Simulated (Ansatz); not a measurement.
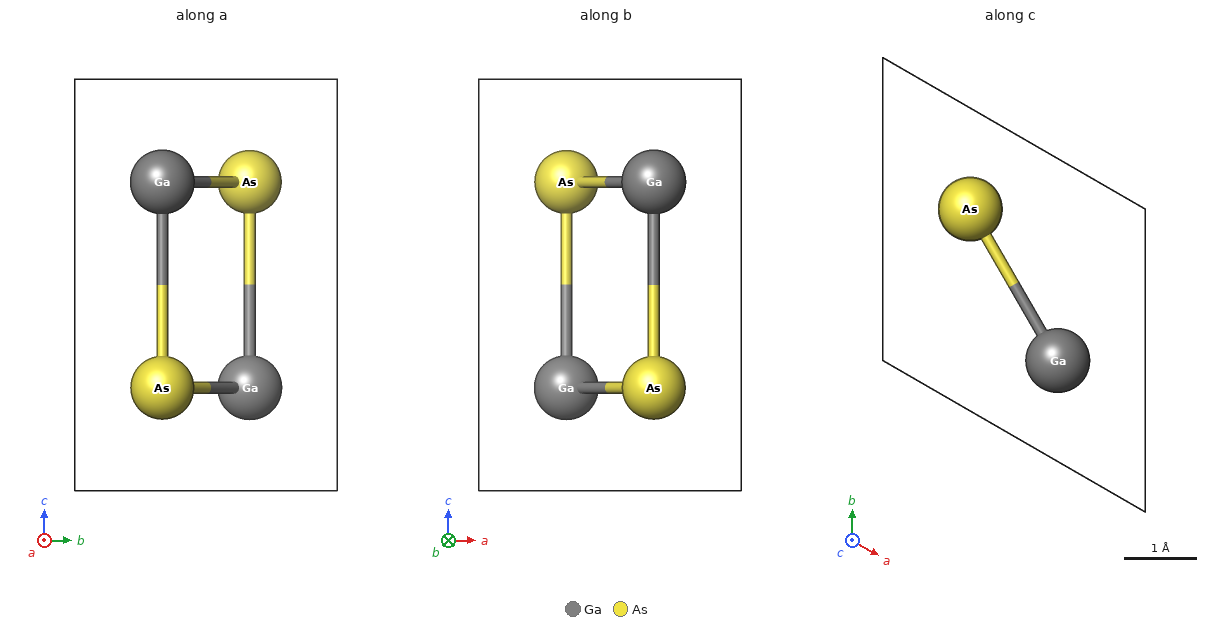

Ball-and-stick drawing of the structure, looking along the a axis, along the b axis and along the c axis. One conventional unit cell is framed, with atoms on its boundary repeated.

Lattice parameters: a = 4.2498 Å, b = 4.2498 Å, c = 5.7732 Å, α = 90.000°, β = 90.000°, γ = 120.000°.

Express the structure as a CIF in P1 with every atom of the cell.

Answer.
```cif
data_structure
_symmetry_space_group_name_H-M 'P 1'
_symmetry_Int_Tables_number 1
_cell_length_a 4.2498
_cell_length_b 4.2498
_cell_length_c 5.7732
_cell_angle_alpha 90.000
_cell_angle_beta 90.000
_cell_angle_gamma 120.000
_cell_volume 90.30
loop_
_atom_site_label
_atom_site_type_symbol
_atom_site_fract_x
_atom_site_fract_y
_atom_site_fract_z
_atom_site_occupancy
Ga1 Ga 0.3333 0.6667 0.2500 1
Ga2 Ga 0.6667 0.3333 0.7500 1
As1 As 0.6667 0.3333 0.2500 1
As2 As 0.3333 0.6667 0.7500 1
```

The initial geometry was a structure type filled with these elements by a generator (whether the compound takes this form wasn't checked). Earlier steps of the study may have refined or changed the cell and positions. Ansatz was used for an electronic-structure calculation on it.
